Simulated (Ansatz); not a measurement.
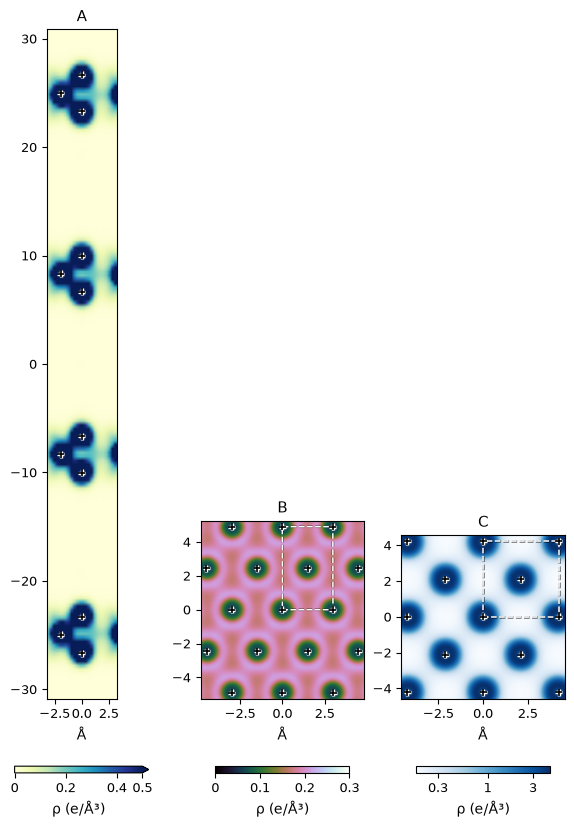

The valence pseudo-density of 3 systems, each on a plane through atoms (crosses mark nuclei in the plane).

Method: DFT PBE, scalar-relativistic, plane waves, PAW in Ansatz 0.2.0.

System 1: Ta, the (100) plane of the conventional cell. Space group Fm-3m; computed without spin polarisation.

```cif
data_structure
_symmetry_space_group_name_H-M 'P 1'
_symmetry_Int_Tables_number 1
_cell_length_a 4.2230
_cell_length_b 4.2230
_cell_length_c 4.2230
_cell_angle_alpha 90.000
_cell_angle_beta 90.000
_cell_angle_gamma 90.000
_cell_volume 75.31
loop_
_atom_site_label
_atom_site_type_symbol
_atom_site_fract_x
_atom_site_fract_y
_atom_site_fract_z
_atom_site_occupancy
Ta1 Ta 0.00000 0.00000 0.00000 1
Ta2 Ta 0.50000 0.50000 0.00000 1
Ta3 Ta 0.50000 0.00000 0.50000 1
Ta4 Ta 0.00000 0.50000 0.50000 1
```

System 2: WSe$_{2}$ (slab), the (110) plane of the calculation cell, a cut from vacuum to vacuum. Changed on purpose from its base cell (repeats removed: -2).

```yaml
crystal:
  lattice:
    - [3.32008, 0.00000, 0.00000]
    - [-1.66004, 2.87528, 0.00000]
    - [0.00000, 0.00000, 68.31940]
  atoms:
    - { symbol: Se, position: [0.33333, 0.66667, 0.10978] }
    - { symbol: W, position: [0.00000, 0.00000, 0.13434] }
    - { symbol: Se, position: [0.33333, 0.66667, 0.15891] }
    - { symbol: Se, position: [0.33333, 0.66667, 0.35355] }
    - { symbol: W, position: [0.00000, 0.00000, 0.37811] }
    - { symbol: Se, position: [0.33333, 0.66667, 0.40268] }
    - { symbol: Se, position: [0.33333, 0.66667, 0.59732] }
    - { symbol: W, position: [0.00000, 0.00000, 0.62189] }
    - { symbol: Se, position: [0.33333, 0.66667, 0.64645] }
    - { symbol: Se, position: [0.33333, 0.66667, 0.84109] }
    - { symbol: W, position: [0.00000, 0.00000, 0.86566] }
    - { symbol: Se, position: [0.33333, 0.66667, 0.89022] }
```

System 3: Al, the (101) plane of the conventional cell. Space group I4/mmm; computed pressure about −3 GPa in this cell; computed without spin polarisation.

```
Al
1.0
     2.98612    0.00000    0.00252
     0.00000    2.98612    0.00252
     0.00323    0.00323    3.89391
Al
2
Direct
  0.00000 0.00000 0.00000
  0.50000 0.50000 0.50000
```

Match each panel to its system.

Panel A is system 2, WSe$_{2}$: the plane holds Se and W. W–Se (2.55 Å): ρ at the midpoint is about 0.54 e/Å³. Panel B is system 3, Al: the plane holds Al. Al–Al (2.87 Å): ρ is about 0.2 e/Å³ halfway. Panel C is system 1, Ta: the plane holds Ta. Ta–Ta (2.99 Å): the density is about 0.27 e/Å³ at the midpoint.
